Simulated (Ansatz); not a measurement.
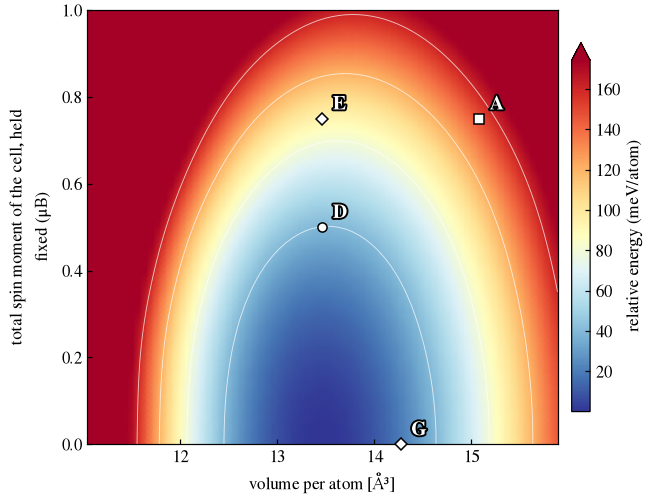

Si2Ni (Fm-3m, No. 225; 3 atoms in the cell). The energy is mapped over volume and a fixed ferromagnetic moment. First axis: volume per atom. Second axis: total spin moment of the cell, held fixed. Nothing is relaxed (shape and fractional coordinates fixed). Grid: 7 × 9 points. Points are written as (first, second). Energies: meV/atom, counted from the lowest grid point. The moment is held fixed and parallel; antiferromagnetic orders weren't tried. Computed with Ansatz 0.2.0, DFT PBE, scalar-relativistic, plane waves, PAW. Settings: cutoff 520 eV, k-mesh 14×14×14, gaussian smearing 0.15 eV.

The picture shows a smooth colour map with a few white contour lines, one colour for all values above the top of the scale, lettered points. Between grid points the surface is interpolated.

> Rank the lettered points by energy, lowest first.

G (20 meV/atom), D (40 meV/atom), E (94 meV/atom), A (148 meV/atom).

PAW datasets: the set soft_1.
